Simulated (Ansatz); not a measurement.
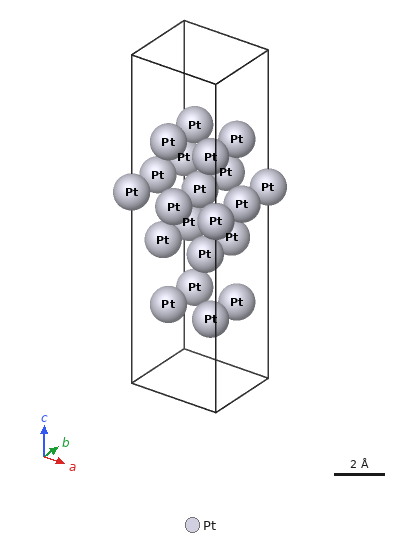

*The structure as given in the input (spheres-only view of the cell of the calculation, with the vacuum cut short, seen slightly off an axis). An atom can appear more than once, as a periodic image.*

# Run report: Pt, geometry relaxation (part 1 of 3)

- system: Pt (slab, 16 atoms in the cell)
- method: DFT PBE, scalar-relativistic, plane waves, PAW, no spin polarisation (Ansatz 0.2.0)

The structure derives from an entry of the Crystallography Open Database. The input holds or restrains some coordinates. Forces given for the steps count only the free coordinates. It belongs to a series of runs on one base structure; here: clean slab, lower half held.

Log:
```
Engine: ansatz 0.2.0, aarch64-unknown-linux-gnu
Pseudopotentials: kind: paw
Pseudopotential: Pt, paw, valence charge 18, recommended cutoff 420 eV (normal), Pt.paw.azcp
Functional definition: PBE
  parameter kappa = 0.804
  parameter beta = 0.06672455060314922
  exchange = pbe_x(kappa = kappa, mu = beta*pi^2/3)
  correlation = pbe_c(beta = beta)
Crystal: 16 atoms, lattice volume = 651.831 Å³
Basis set: ecut = 420 eV, 12739 PW (Γ), exchange–correlation on 80×80×320 points (8 copies of the dense FFT grid, shifted against one another)
Bands: 173, of which v1, the nominal top of the filled ones, is band 144 counted from 1 (143 counted from 0)
Symmetry: 24 space group operations
k-points: 7 of 36 (time reversal used)
Non-local potential: Pt, projectors of the file, l = 0: 3, l = 1: 2, l = 2: 2, l = 3: 1
PAW form: soft (Blöchl's): semilocal exchange-correlation on the pseudo side does not see the compensation charge
PAW one-centre angular grid: Pt, 590 points (default); XC on 64 Gauss nodes
Initial density: superposition of atomic densities (neutral atoms: chi_scale 0, normalization atom), corrected by the library's trained network
Initial wavefunctions: pseudopotential atomic-orbital guess
Functional: x = pbe(κ = 0.804, μ = 0.2195149727645171), c = pbe(β = 0.06672455060314922)
SCF iter   1: F=—  HF=-200363.411521 eV  |F-HF|=—  |Δ(HF+E_count)|=         —  Δρ=7.04e-3  dr2=1.69e0  ethr=1.77e-3  p=-0.000 e·Å  D=-4.13e-14 V/Å  ΔV_dip=0.00 eV  dr2_dipole=1.09e-6  V_vac-E_F(+/−)=5.26/5.26 eV  ⟨swp⟩=7.3  Hψ=4970  notcnv=0  defer=42
efield: sawtooth ramp at fractional position 0.9800 (placed from the atoms, in the widest stretch of the axis that holds none; the zero of the levels goes with the place), width 0.0400; the density the first Hamiltonian is built on has a dipole p = -0.000 e·Å; the dipole correction subtracts the counter field D = -4.13e-14 V/Å, which shifts the + side's vacuum level by +0.00 eV against the − side's; the planar-averaged density in the ramp window peaks in size at 1.1e-5 e/Å³
preconditioner: auto → LDOS  [metal: Δε(μ)=0.014 eV  Ē_g=7.051 eV  σ=0.100 eV  W_gap=0.08  n_scr=150 (ndim 8)  ℏωp=18.4 eV  f_vac=0.564  D(μ)=23.97/eV (n_scr^D=174)  β→1.0]
SCF iter   2: F=—  HF=-200363.402940 eV  |F-HF|=—  |Δ(HF+E_count)|=   8.58e-3  Δρ=4.24e-3  dr2=2.15e-1  ethr=5.86e-4  p=0.000 e·Å  D=8.65e-6 V/Å  ΔV_dip=-0.00 eV  dr2_dipole=6.82e-7  V_vac-E_F(+/−)=5.92/5.92 eV  ⟨swp⟩=2.0  Hψ=1516  notcnv=0  defer=116
SCF iter   3: F=—  HF=-200363.372532 eV  |F-HF|=—  |Δ(HF+E_count)|=   3.04e-2  Δρ=1.58e-3  dr2=1.41e-1  ethr=7.46e-5  p=-0.000 e·Å  D=-9.54e-7 V/Å  ΔV_dip=0.00 eV  dr2_dipole=1.39e-6  V_vac-E_F(+/−)=5.66/5.66 eV  ⟨swp⟩=2.6  Hψ=1769  notcnv=0  defer=116
SCF iter   4: F=—  HF=-200363.366289 eV  |F-HF|=—  |Δ(HF+E_count)|=   6.24e-3  Δρ=7.34e-4  dr2=2.43e-2  ethr=4.91e-5  p=-0.000 e·Å  D=-8.29e-6 V/Å  ΔV_dip=0.00 eV  dr2_dipole=1.16e-10  V_vac-E_F(+/−)=5.71/5.71 eV  ⟨swp⟩=2.0  Hψ=1532  notcnv=0  defer=105
SCF iter   5: F=—  HF=-200363.365031 eV  |F-HF|=—  |Δ(HF+E_count)|=   1.26e-3  Δρ=3.75e-4  dr2=1.37e-3  ethr=8.44e-6  p=0.000 e·Å  D=1.75e-5 V/Å  ΔV_dip=-0.00 eV  dr2_dipole=1.62e-8  V_vac-E_F(+/−)=5.73/5.73 eV  ⟨swp⟩=2.0  Hψ=1605  notcnv=0  defer=105
SCF iter   6: F=—  HF=-200363.365291 eV  |F-HF|=—  |Δ(HF+E_count)|=   2.59e-4  Δρ=9.53e-5  dr2=1.49e-4  ethr=4.76e-7  p=-0.000 e·Å  D=-7.79e-6 V/Å  ΔV_dip=0.00 eV  dr2_dipole=2.27e-9  V_vac-E_F(+/−)=5.72/5.72 eV  ⟨swp⟩=2.7  Hψ=1799  notcnv=0  defer=92
SCF iter   7: F=-200363.365323 eV  HF=-200363.365319 eV  |F-HF|=3.90e-6  |Δ(HF+E_count)|=   2.82e-5  Δρ=1.95e-5  dr2=1.09e-6  ethr=7.81e-9  p=0.000 e·Å  D=3.98e-6 V/Å  ΔV_dip=-0.00 eV  dr2_dipole=1.30e-8  V_vac-E_F(+/−)=5.72/5.72 eV  ⟨swp⟩=21.6  Hψ=12901  notcnv=0
SCF 1 converged in 7 iterations: F = -200363.365323 eV  dr2 = 1.09e-6
  greatest PAW one-centre occupation: 1.000 electrons in one spin orbital (limit 2), on the Pt atom at site 7 (counted from 0), in its partial waves of l = 0
relax step   1: F+E_penalty+E_count = -200363.36532276 eV  Δ(F+E_penalty+E_count) = +0.000e0 eV  max|allowed force component| = 2.104e-1 eV/Å  Δτ_max = 0.0000 Å  (7 SCF iters, dr2 threshold 2.25e-5 eV, accepted)
Initial density: handed on by an earlier stage of this run
Initial wavefunctions: those handed on with the density
iter 1 solved again at ethr=1.76e-5 eV; its pass at ethr=3.10e-3 eV (dr2=5.06e-2 eV) is discarded
SCF iter   1: F=—  HF=-200363.367520 eV  |F-HF|=—  |Δ(HF+E_count)|=         —  Δρ=3.94e-3  dr2=5.20e-2  ethr=1.76e-5  p=0.000 e·Å  D=4.11e-6 V/Å  ΔV_dip=-0.00 eV  dr2_dipole=2.88e-3  V_vac-E_F(+/−)=5.70/5.70 eV  ⟨swp⟩=2.0  Hψ=4145  notcnv=0  defer=123
efield: sawtooth ramp at fractional position 0.9800 (handed on by an earlier solve), width 0.0400; the density the first Hamiltonian is built on has a dipole p = 0.000 e·Å; the dipole correction subtracts the counter field D = 4.11e-6 V/Å, which shifts the + side's vacuum level by -0.00 eV against the − side's; the planar-averaged density in the ramp window peaks in size at 2.7e-6 e/Å³
preconditioner: auto → LDOS  [metal: Δε(μ)=0.056 eV  Ē_g=7.139 eV  σ=0.100 eV  W_gap=0.29  n_scr=150 (ndim 8)  ℏωp=18.4 eV  f_vac=0.565  D(μ)=26.28/eV (n_scr^D=230)  β→1.0]
SCF iter   2: F=—  HF=-200363.366649 eV  |F-HF|=—  |Δ(HF+E_count)|=   8.71e-4  Δρ=1.68e-3  dr2=3.86e-2  ethr=1.76e-5  p=-0.013 e·Å  D=-3.63e-3 V/Å  ΔV_dip=0.09 eV  dr2_dipole=9.21e-3  V_vac-E_F(+/−)=5.79/5.70 eV  ⟨swp⟩=2.0  Hψ=1926  notcnv=0  defer=123
SCF iter   3: F=—  HF=-200363.358746 eV  |F-HF|=—  |Δ(HF+E_count)|=   7.90e-3  Δρ=4.41e-4  dr2=6.15e-3  ethr=1.34e-5  p=0.003 e·Å  D=6.95e-4 V/Å  ΔV_dip=-0.02 eV  dr2_dipole=6.11e-4  V_vac-E_F(+/−)=5.69/5.70 eV  ⟨swp⟩=2.1  Hψ=1794  notcnv=0  defer=123
SCF iter   4: F=—  HF=-200363.358301 eV  |F-HF|=—  |Δ(HF+E_count)|=   4.44e-4  Δρ=1.82e-4  dr2=8.00e-4  ethr=2.14e-6  p=-0.001 e·Å  D=-1.81e-4 V/Å  ΔV_dip=0.00 eV  dr2_dipole=6.61e-5  V_vac-E_F(+/−)=5.71/5.70 eV  ⟨swp⟩=2.1  Hψ=1554  notcnv=0  defer=123
SCF iter   5: F=—  HF=-200363.358617 eV  |F-HF|=—  |Δ(HF+E_count)|=   3.16e-4  Δρ=8.64e-5  dr2=4.23e-4  ethr=2.78e-7  p=-0.001 e·Å  D=-1.74e-4 V/Å  ΔV_dip=0.00 eV  dr2_dipole=1.70e-5  V_vac-E_F(+/−)=5.71/5.70 eV  ⟨swp⟩=2.1  Hψ=1717  notcnv=0  defer=124
SCF iter   6: F=—  HF=-200363.358597 eV  |F-HF|=—  |Δ(HF+E_count)|=   2.09e-5  Δρ=3.78e-5  dr2=5.77e-5  ethr=1.47e-7  p=-0.001 e·Å  D=-3.49e-4 V/Å  ΔV_dip=0.01 eV  dr2_dipole=1.39e-6  V_vac-E_F(+/−)=5.71/5.70 eV  ⟨swp⟩=2.1  Hψ=1442  notcnv=0  defer=124
SCF iter   7: F=-200363.358598 eV  HF=-200363.358597 eV  |F-HF|=2.67e-7  |Δ(HF+E_count)|=   8.70e-7  Δρ=1.71e-5  dr2=1.07e-6  ethr=9.61e-10  p=-0.001 e·Å  D=-3.72e-4 V/Å  ΔV_dip=0.01 eV  dr2_dipole=5.34e-8  V_vac-E_F(+/−)=5.71/5.70 eV  ⟨swp⟩=20.6  Hψ=11954  notcnv=0
SCF 2 converged in 7 iterations: F = -200363.358598 eV  dr2 = 1.07e-6
relax step   2: F+E_penalty+E_count = -200363.35859765 eV  Δ(F+E_penalty+E_count) = +6.725e-3 eV  max|allowed force component| = 3.015e-1 eV/Å  Δτ_max = 0.0584 Å  (7 SCF iters, dr2 threshold 2.77e-6 eV, rejected (line search))
SCF iter   1: F=—  HF=-200363.376722 eV  |F-HF|=—  |Δ(HF+E_count)|=         —  Δρ=1.97e-3  dr2=2.07e-2  ethr=4.39e-5  p=-0.001 e·Å  D=-3.72e-4 V/Å  ΔV_dip=0.01 eV  dr2_dipole=4.82e-3  V_vac-E_F(+/−)=5.72/5.71 eV  ⟨swp⟩=2.7  Hψ=2197  notcnv=0  defer=128
efield: sawtooth ramp at fractional position 0.9800 (handed on by an earlier solve), width 0.0400; the density the first Hamiltonian is built on has a dipole p = -0.001 e·Å; the dipole correction subtracts the counter field D = -3.72e-4 V/Å, which shifts the + side's vacuum level by +0.01 eV against the − side's; the planar-averaged density in the ramp window peaks in size at 2.2e-6 e/Å³
preconditioner: auto → LDOS  [metal: Δε(μ)=0.012 eV  Ē_g=7.137 eV  σ=0.100 eV  W_gap=0.07  n_scr=150 (ndim 8)  ℏωp=18.4 eV  f_vac=0.565  D(μ)=26.15/eV (n_scr^D=218)  β→1.0]
SCF iter   2: F=—  HF=-200363.376032 eV  |F-HF|=—  |Δ(HF+E_count)|=   6.89e-4  Δρ=8.15e-4  dr2=8.60e-3  ethr=7.18e-6  p=0.005 e·Å  D=1.49e-3 V/Å  ΔV_dip=-0.04 eV  dr2_dipole=1.91e-3  V_vac-E_F(+/−)=5.68/5.72 eV  ⟨swp⟩=2.0  Hψ=2104  notcnv=0  defer=128
SCF iter   3: F=—  HF=-200363.374423 eV  |F-HF|=—  |Δ(HF+E_count)|=   1.61e-3  Δρ=2.79e-4  dr2=2.87e-3  ethr=2.99e-6  p=-0.003 e·Å  D=-8.40e-4 V/Å  ΔV_dip=0.02 eV  dr2_dipole=5.65e-4  V_vac-E_F(+/−)=5.73/5.71 eV  ⟨swp⟩=2.0  Hψ=1801  notcnv=0  defer=128
SCF iter   4: F=—  HF=-200363.374178 eV  |F-HF|=—  |Δ(HF+E_count)|=   2.44e-4  Δρ=1.11e-4  dr2=4.38e-4  ethr=9.97e-7  p=-0.001 e·Å  D=-3.09e-4 V/Å  ΔV_dip=0.01 eV  dr2_dipole=8.75e-5  V_vac-E_F(+/−)=5.72/5.71 eV  ⟨swp⟩=2.0  Hψ=1608  notcnv=0  defer=128
SCF iter   5: F=—  HF=-200363.374169 eV  |F-HF|=—  |Δ(HF+E_count)|=   9.27e-6  Δρ=4.63e-5  dr2=1.22e-4  ethr=1.52e-7  p=-0.001 e·Å  D=-2.13e-4 V/Å  ΔV_dip=0.01 eV  dr2_dipole=1.17e-5  V_vac-E_F(+/−)=5.72/5.71 eV  ⟨swp⟩=1.7  Hψ=1194  notcnv=0  defer=128
SCF iter   6: F=—  HF=-200363.374198 eV  |F-HF|=—  |Δ(HF+E_count)|=   2.90e-5  Δρ=2.08e-5  dr2=1.21e-5  ethr=4.25e-8  p=-0.000 e·Å  D=-1.18e-4 V/Å  ΔV_dip=0.00 eV  dr2_dipole=3.87e-9  V_vac-E_F(+/−)=5.71/5.71 eV  ⟨swp⟩=2.0  Hψ=1348  notcnv=0  defer=128
SCF iter   7: F=—  HF=-200363.374529 eV  |F-HF|=—  |Δ(HF+E_count)|=   3.31e-4  Δρ=8.25e-6  dr2=6.01e-7  ethr=4.19e-9  p=-0.000 e·Å  D=-1.32e-4 V/Å  ΔV_dip=0.00 eV  dr2_dipole=9.95e-10  V_vac-E_F(+/−)=5.72/5.71 eV  ⟨swp⟩=2.1  Hψ=1611  notcnv=0  defer=128
SCF iter   8: F=—  HF=-200363.374529 eV  |F-HF|=—  |Δ(HF+E_count)|=   7.74e-8  Δρ=2.84e-6  dr2=2.41e-7  ethr=2.09e-10  p=-0.000 e·Å  D=-1.25e-4 V/Å  ΔV_dip=0.00 eV  dr2_dipole=6.01e-8  V_vac-E_F(+/−)=5.71/5.71 eV  ⟨swp⟩=2.6  Hψ=1863  notcnv=0  defer=128
SCF iter   9: F=—  HF=-200363.374529 eV  |F-HF|=—  |Δ(HF+E_count)|=   6.54e-8  Δρ=1.31e-6  dr2=1.04e-7  ethr=3.47e-11  p=-0.000 e·Å  D=-1.22e-4 V/Å  ΔV_dip=0.00 eV  dr2_dipole=3.23e-8  V_vac-E_F(+/−)=5.71/5.71 eV  ⟨swp⟩=18.6  Hψ=9823  notcnv=0
SCF iter  10: F=-200363.374529 eV  HF=-200363.374529 eV  |F-HF|=7.51e-9  |Δ(HF+E_count)|=   1.46e-8  Δρ=8.67e-7  dr2=1.95e-8  ethr=3.47e-11  p=-0.000 e·Å  D=-1.24e-4 V/Å  ΔV_dip=0.00 eV  dr2_dipole=3.66e-9  V_vac-E_F(+/−)=5.71/5.71 eV  ⟨swp⟩=11.6  Hψ=8268  notcnv=0
SCF 3 converged in 10 iterations: F = -200363.374529 eV  dr2 = 1.95e-8
relax step   3: F+E_penalty+E_count = -200363.37452924 eV  Δ(F+E_penalty+E_count) = -9.206e-3 eV  max|allowed force component| = 1.121e-2 eV/Å  Δτ_max = 0.0283 Å  (10 SCF iters, accepted)
```

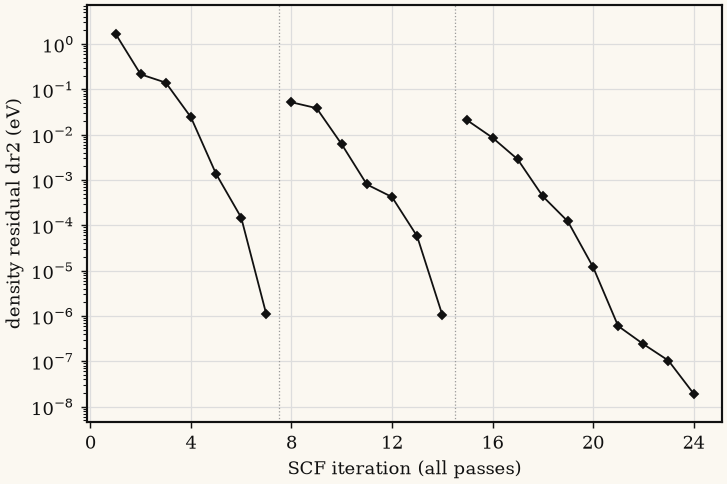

*Convergence of the self-consistent field: density residual dr2 against the SCF iteration. The dotted lines part the SCF passes of the relaxation: geometry steps, rejected trials and re-solves on a re-selected basis.*

The passes take 7, 7 and 10 iterations.

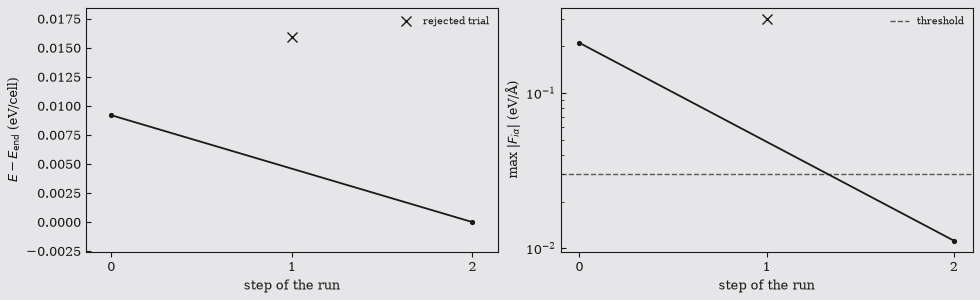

*Progress of the restrained relaxation, step by step (the first geometry is step 0 here and step 1 in the log).*

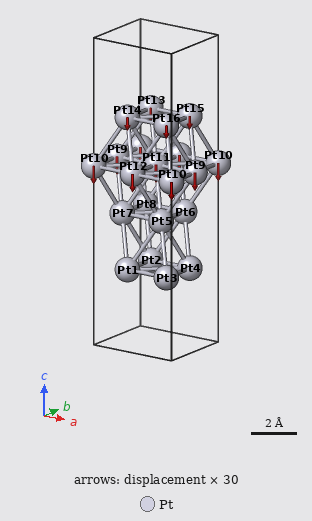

*The starting structure with the displacements as red arrows, magnified 30 times (ball-and-stick view of the cell of the calculation, with the vacuum cut short, seen slightly off an axis).*

The largest moves, 0.028 Å, are those of Pt9, Pt10, Pt11 and Pt12. The cell doesn't change. Among the contacts that change: Pt5–Pt11 2.807 → 2.784 Å. Over 2 geometry steps the energy falls by 9.2 meV per cell of the calculation. The largest force component goes from 0.21 to 0.011 eV/Å. The line search rejected the trial step at point 1 (counted from 0) and went back. (Atoms are counted from 1 in the order of the input.)

```
WARN: The output density's exchange-correlation potential varies sharply where the density is thin. Do not read a vacuum level from v_tot or v_xc, or from such a field of the output density. On a cell that repeats whose density bears no net charge and no dipole along the vacuum's axis use v_es (v_loc + v_h of the components); under efield.dipole_correction with no amplitude use v_es + v_field, which holds any external_charges[].barrier, or the levels of the report's work_function block, which leave it out; under a non-zero efield.amplitude the vacuum is tilted and has no level; on a cell that repeats and bears such a dipole with no correction it is tilted too, and efield.dipole_correction with no amplitude gives each side of its ramp a level where efield: is served; in a cell that repeats whose density bears a net charge (total_charge, or a fill off its count) it is curved and has none; of a slab under crystal.periodic whose density bears no net charge use v_es, which has a level on each side, short of where the two are joined; of another it falls or rises all the way out and has none; of a slab beside external_charges read slab_vacuum_level instead, which it has where they leave it neutral. The grid or the basis barely resolves most such structure, and the values can differ between equally converged runs; as a rule a tighter scf.convergence.dr2_threshold does not remove it. Where the density itself ripples (under the LDA too) a higher basis.ecutwfc lessens it. The files hold the spikes' plane waves up to the density's cutoff. Files: v_tot_of_output_density and the like, and their columns of v_z.tsv (output.write_potential); v_xc_of_output_density and the like, and their columns of v_comp_z.tsv (output.write_potential_components). Measured: with its Gaussian average of σ = 0.25 Å subtracted twice, the exchange-correlation potential is over 0.1 eV at 12 of the grid points where the equally averaged density (valence and model cores) is under 1e-3 e/Å³, and 0.110 eV at the most among them, at an averaged density of 4.3e-9 e/Å³. See output.write_potential in the manual, Limitations
SCF converged after 10 iterations
Free energy (F): -200363.374529 eV
Harris-Foulkes:  -200363.374529 eV  (|F-HF|=7.51e-9)
Internal energy: -200363.244039 eV  (E = F + TS)
E sigma→0 (E₀):  -200363.309284 eV
Entropy (-TS):   -0.130491 eV (-8.156 meV/atom)
Fermi energy:    4.997509 eV
Dipole field:    D = -0.000169 V/Å  (p = -0.000610 e·Å, saw-weighted, corrected)
Work function:   Φ+ = 5.7154 eV   Φ− = 5.7114 eV
Levels:          The Fermi level and band energies are counted from a zero that moves with the ramp; work functions are not
--- Per-component energies (eV) ---
  E_band       = -7220.831451
  E_kinetic    = 10175.937471
  E_local      = -452513.475167  (includes V_loc(G=0)·N_el)
  E_nonlocal   = 3200.974526
  E_hartree    = 220677.940575
  E_xc         = -4173.798604
  E_vxc        = -4824.955427  (∫ρ·V_xc dr)
  E_paw        = -151263.383616  (= ΣΔE_a)
  E_vpaw       = -4615.165752  (= ΣTr[D̂ρ^β])
  E_aug_tail   = 0.003259  (compensation charges beyond the density's cutoff)
  E_efield     = 0.000000  (sawtooth field / dipole correction)
  E_vefield    = -0.000599  (∫n·V_field dr)
  E_ewald      = 173532.557517
  E_smearing   = -0.130491  (= −TS)
  E_closure    = -0.000000  (closes the sum)
  Σ components = -200363.374529   (vs F -200363.374529, Δ=0.00e0)
--- Forces (eV/Å), atoms counted from 1 ---
  atom   1  Pt    -0.00000000    -0.00000000    -0.04748902
  atom   2  Pt    -0.00000000    -0.00000000    -0.04748902
  atom   3  Pt    -0.00000000    -0.00000000    -0.04748902
  atom   4  Pt    -0.00000000    -0.00000000    -0.04748902
  atom   5  Pt     0.00000000     0.00000000     0.03431472
  atom   6  Pt     0.00000000     0.00000000     0.03431472
  atom   7  Pt     0.00000000     0.00000000     0.03431472
  atom   8  Pt     0.00000000     0.00000000     0.03431472
  atom   9  Pt    -0.00000000     0.00000000     0.01121449
  atom  10  Pt    -0.00000000     0.00000000     0.01121449
  atom  11  Pt    -0.00000000     0.00000000     0.01121449
  atom  12  Pt    -0.00000000     0.00000000     0.01121449
  atom  13  Pt    -0.00000000    -0.00000000     0.00198651
  atom  14  Pt    -0.00000000    -0.00000000     0.00198651
  atom  15  Pt     0.00000000     0.00000000     0.00198651
  atom  16  Pt     0.00000000     0.00000000     0.00198651
  max |Σ_I F_I| component: 1.07e-4 eV/Å
--- Band table (eV; the first three rows and the last of 7) ---
```
